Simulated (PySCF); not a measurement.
## C6H15N: NMR shielding calculation

C6H15N (triethylamine), SMILES CCN(CC)CC, computed with GIAO PBE0/pcSseg-1 NMR shielding, non-relativistic, gas phase (PySCF 2.14.0).

The geometry comes from this level: GFN2-xTB. Figures and captions count atoms from 1; the log counts them from 0 in places.

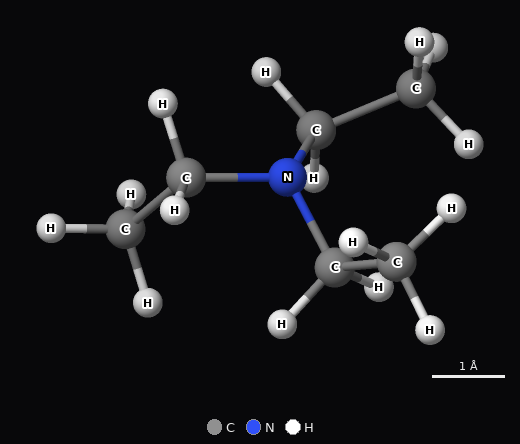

Fig. 1: The input geometry (ball-and-stick view, seen at a tilt).

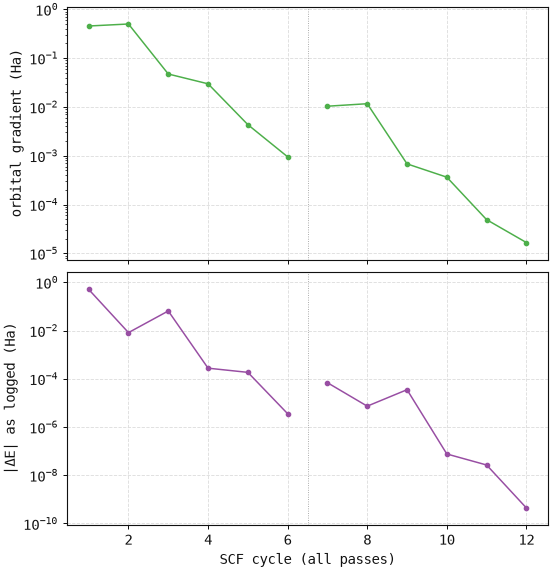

Fig. 2: Convergence of the self-consistent field: orbital gradient and size of the energy change against the SCF cycle. The dotted line marks the change from a coarse to the final integration grid. The first 6 cycles use a coarse grid, the final grid takes over at cycle 7, and the field converges after 12 cycles in all.

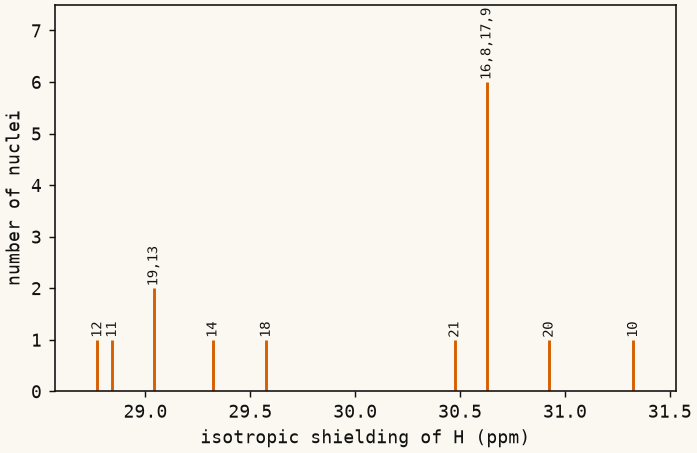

Fig. 3: Isotropic shieldings of the hydrogen nuclei in this fixed geometry, labelled by atom number; shielding grows to the right, so chemical shift grows to the left. The least shielded is H12 (28.8 ppm), the most shielded H10 (31.3 ppm).

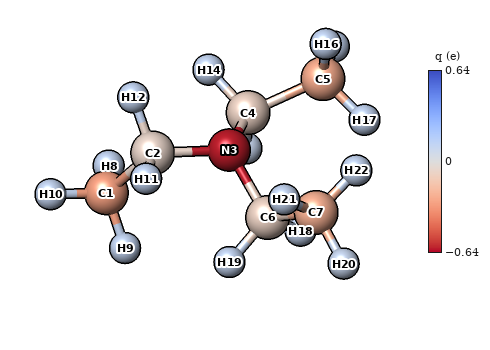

Fig. 4: Mulliken charges, as the colour of each atom (ball-and-stick view, seen at a tilt; atoms are numbered from 1 in the order of the input). By element: C −0.29 to −0.06, N −0.61 and H +0.09 to +0.11 e.

The input and output of the run follow.

### Input file
```
{"job": {"kind": "nmr", "xc": "PBE0", "basis": "pcSseg-1"}, "charge": 0, "multiplicity": 1}
C     -1.971199    -1.596603     0.091934
C     -0.871795    -0.969802     0.960774
N     -0.024909     0.000646     0.302355
C     -0.716888     1.173622    -0.190313
C      0.202923     2.391664    -0.209952
C      0.946300    -0.565814    -0.619929
C      2.362825    -0.452785    -0.056239
H     -2.676680    -0.838895    -0.240243
H     -1.544967    -2.078113    -0.785685
H     -2.512759    -2.343836     0.666212
H     -0.222570    -1.759620     1.348245
H     -1.337413    -0.474688     1.819215
H     -1.133295     1.021028    -1.202230
H     -1.549403     1.377410     0.487581
H     -0.361556     3.278107    -0.490041
H      0.632345     2.544213     0.776418
H      1.011582     2.259177    -0.923602
H      0.898216    -0.048261    -1.584042
H      0.727094    -1.622603    -0.809026
H      3.079466    -0.902083    -0.740271
H      2.424682    -0.962777     0.901546
H      2.627591     0.589400     0.095659
```

The first line tells a small driver script what to run in PySCF; the rest is the geometry in Å.

Launch command:
```bash
OMP_NUM_THREADS=1 python <driver script> task.json out
```

### Log
```
coarse grid: 16880 points
cycle   1  E = -291.9100450939  dE =  5.059e-01  |g| = 4.542e-01  |ddm| = 3.855e+00
cycle   2  E = -291.9018714571  dE =  8.174e-03  |g| = 4.994e-01  |ddm| = 9.509e-01
cycle   3  E = -291.9664516617  dE = -6.458e-02  |g| = 4.719e-02  |ddm| = 5.353e-01
cycle   4  E = -291.9667259263  dE = -2.743e-04  |g| = 2.971e-02  |ddm| = 6.753e-02
cycle   5  E = -291.9669098860  dE = -1.840e-04  |g| = 4.328e-03  |ddm| = 3.213e-02
cycle   6  E = -291.9669134337  dE = -3.548e-06  |g| = 9.481e-04  |ddm| = 4.240e-03
final grid: 158824 points
cycle   7  E = -292.0103544664  dE = -6.845e-05  |g| = 1.033e-02  |ddm| = 4.088e-02
cycle   8  E = -292.0103471629  dE =  7.304e-06  |g| = 1.162e-02  |ddm| = 2.040e-02
cycle   9  E = -292.0103823031  dE = -3.514e-05  |g| = 6.804e-04  |ddm| = 1.116e-02
cycle  10  E = -292.0103823791  dE = -7.607e-08  |g| = 3.632e-04  |ddm| = 1.074e-03
cycle  11  E = -292.0103824057  dE = -2.657e-08  |g| = 4.893e-05  |ddm| = 3.274e-04
cycle  12  E = -292.0103824062  dE = -4.396e-10  |g| = 1.662e-05  |ddm| = 6.392e-05
converged SCF energy = -292.0103824062

GIAO shielding tensors (ppm)
atom      isotropic    diamagn.    paramagn.     s11        s22        s33       span
  0 C      178.185     249.989     -71.803    166.308    181.040    187.207     20.899
  1 C      132.293     245.154    -112.860    108.438    119.604    168.837     60.399
  2 N      208.924     327.758    -118.834    178.437    208.921    239.414     60.978
  3 C      133.739     247.732    -113.994    111.852    121.411    167.952     56.099
  4 C      167.264     247.515     -80.251    149.467    167.069    185.256     35.789
  5 C      137.210     248.086    -110.876    110.720    128.095    172.815     62.095
  6 C      165.849     246.826     -80.977    146.398    164.066    187.082     40.683
  7 H       30.592      31.257      -0.665     25.629     30.561     35.586      9.957
  8 H       30.618      31.593      -0.975     25.838     30.535     35.480      9.642
  9 H       31.325      28.919       2.406     27.040     27.942     38.993     11.953
 10 H       28.841      32.464      -3.623     22.999     29.240     34.284     11.285
 11 H       28.771      32.172      -3.401     23.031     28.823     34.459     11.428
 12 H       29.044      33.018      -3.974     23.594     29.908     33.630     10.036
 13 H       29.320      33.101      -3.781     23.778     29.830     34.352     10.574
 14 H       30.695      28.910       1.785     26.146     27.649     38.289     12.143
 15 H       30.575      30.878      -0.303     27.114     28.607     36.006      8.892
 16 H       30.609      31.471      -0.862     26.436     30.443     34.948      8.512
 17 H       29.575      33.587      -4.012     26.088     29.006     33.631      7.543
 18 H       29.033      33.354      -4.321     23.409     30.513     33.176      9.767
 19 H       30.923      29.154       1.769     26.415     27.584     38.769     12.354
 20 H       30.473      30.899      -0.426     26.379     29.241     35.799      9.420
 21 H       30.667      31.214      -0.547     26.083     30.761     35.157      9.074
```

### Key numbers

| quantity | value |
| --- | --- |
| outcome | converged |
| total energy | −292.010382 hartree |
| HOMO | −5.72 eV |
| LUMO | 1.46 eV |
| dipole moment | 0.67 D |
| isotropic shielding, C | 132.3 to 178.2 ppm |
| isotropic shielding, N | 208.9 ppm |
| isotropic shielding, H | 28.8 to 31.3 ppm |
| hardware | 1 CPU thread, shared host |
| wall time | 28 s |
| peak memory | 1.3 GiB |
